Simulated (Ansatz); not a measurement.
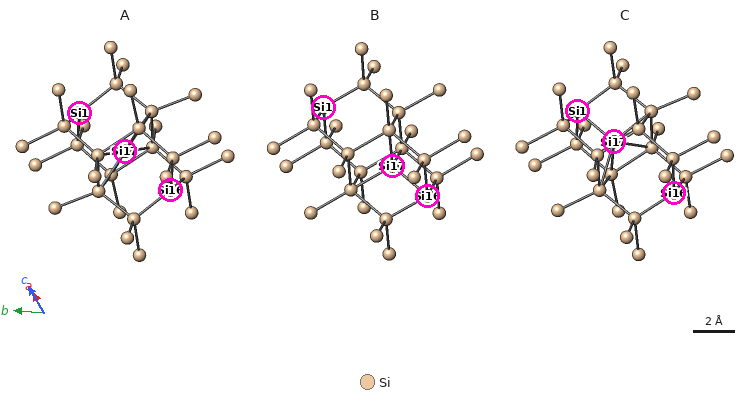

3 geometries from a converged minimum-energy path of Si with an interstitial Si (17 atoms in the cell), shuffled. Style: ball-and-stick. Shown: the atoms within 5.4 Å of the middle of the path, from a free direction. The atoms that move most are ringed. Bonds to atoms that aren't drawn are left out.

The calculation used DFT PBEsol, scalar-relativistic, plane waves, PAW in Ansatz 0.2.0. Set-up: plane-wave cutoff 420 eV; k-point mesh 2 × 2 × 2; Gaussian smearing 0.02 eV; 5 movable images; climbing image; force threshold 0.05 eV/Å; iteration limit 80; starting path by image-dependent pair potential.

> Which frame is the top of the path?

A. In order along the path, whose images run from 0 to 6: C (image 1, +0.170 eV), A (image 3, +0.294 eV), B (image 6, 0.000 eV). A Si atom travels furthest, 2.35 Å from end to end, along [−1 −1 −1], on a straight line. At the highest image its nearest neighbour (Si) is 2.40 Å away, against 2.39 Å at the start, and the surrounding atoms stand up to 0.45 Å off the mean of their end positions. Breaking: Si–Si (2.39 → 4.71 Å). Forming: Si–Si (4.70 → 2.39 Å).

Limits of the set-up: the periodic images lie only 7.7 Å apart, so the values are limited by the cell's size.

The run took 2.7 min on 1 thread of AMD EPYC 9R45 96-Core Processor (Zen 5), on a shared host, peak memory 0.87 GiB.

PAW datasets: the set soft_1.
